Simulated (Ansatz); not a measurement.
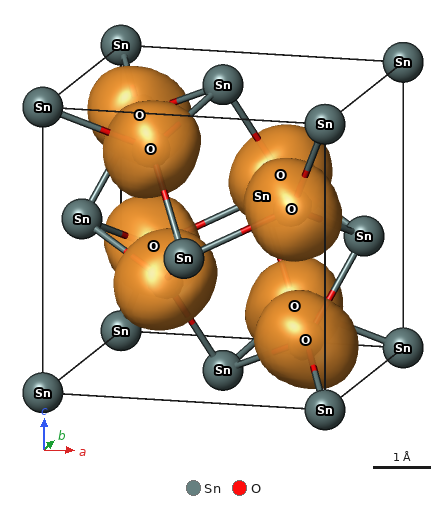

Figure 1: SnO₂. Isosurface of the ELF at 0.65 (orange), seen slightly off an axis. Core shells and regions of very low density are left out. Sticks mark near contacts.

Space group Pa-3; a structure from a database of computed crystals, not necessarily the ambient phase.

All numbers below come from Kohn-Sham DFT of a periodic cell, PBE with D3(BJ), Ansatz PAW (Ansatz).

Core electrons are frozen (PAW), and the valence fields are smoothed inside the atomic spheres.

Where are the electrons localised?

Answer. The surface consists of eight regions wrapped around O (the valence shell of each), counted in one cell of 12 atoms. Regions shared between cells count once. Along the contacts the grid gives the following. Sn–O (2.10 Å): the ELF peaks at about 0.80 in the valence shell of O, 0.6 Å from its nucleus, and is about 0.25 at the midpoint: no shared electron pair shows on this line.
